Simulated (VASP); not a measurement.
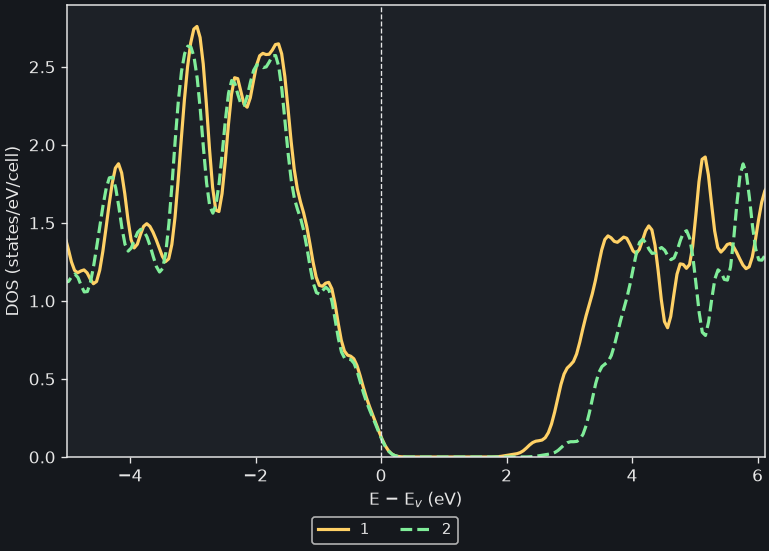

Total densities of states of SiC, space group P6_3mc (No. 186), 4 atoms in the cell, wurtzite type, by two methods on the same cell. The curves are built from the levels of the k mesh with Gaussians 0.3 eV wide, which also blur the band edges. Each is counted from its own valence-band top.

Which curve is which? The methods: r2SCAN (VASP), PBEsol (VASP).

1 is PBEsol (VASP); 2 is r2SCAN (VASP). PBEsol (VASP) gives a gap of 2.11 eV and r2SCAN (VASP) gives a gap of 2.66 eV.

Settings. PBEsol (VASP): DFT, PBEsol, plane waves, PAW, 12×12×6 k mesh, 520 eV cutoff, Gaussian smearing of 0.01 eV (VASP). r2SCAN (VASP): DFT, r2SCAN, plane waves, PAW, 12×12×6 k mesh, 520 eV cutoff, Gaussian smearing of 0.01 eV (VASP 6.6.1).
